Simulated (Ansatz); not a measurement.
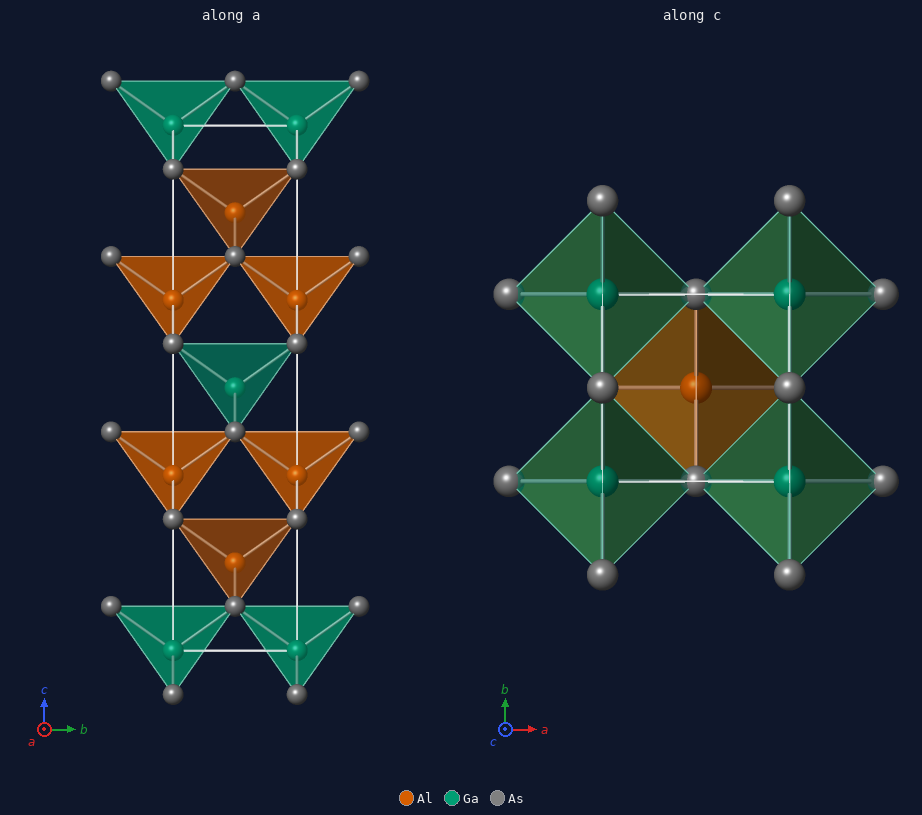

Polyhedral model, viewed along the a axis and along the c axis. Thin lines show the conventional unit cell, with boundary atoms drawn in all their periodic places. A few atoms beyond the faces are included.

Al2GaAs3, space group I-4m2 (No. 119), a = 4.06 Å, b = 4.06 Å, c = 17.20 Å, α = 90.00°, β = 90.00°, γ = 90.00°.

Level of theory: Ansatz 0.2.0, DFT r2SCAN, scalar-relativistic, plane waves, PAW. Settings were a cutoff energy of 500 eV, k-points about 0.22 Å⁻¹ apart, Gaussian smearing of 0.02 eV, no spin polarisation.

Question: What is the electronic character?

Answer: A semiconductor at this level, with a gap of 1.60 eV, direct.

The structure comes from a structure type filled with these elements by a generator (whether the compound takes this form wasn't checked). Earlier steps of the study, as a rule a relaxation of our own, may have changed the cell and positions, so they can lie some per cent off the listed ones. Ansatz was used for an electronic-structure calculation on it.
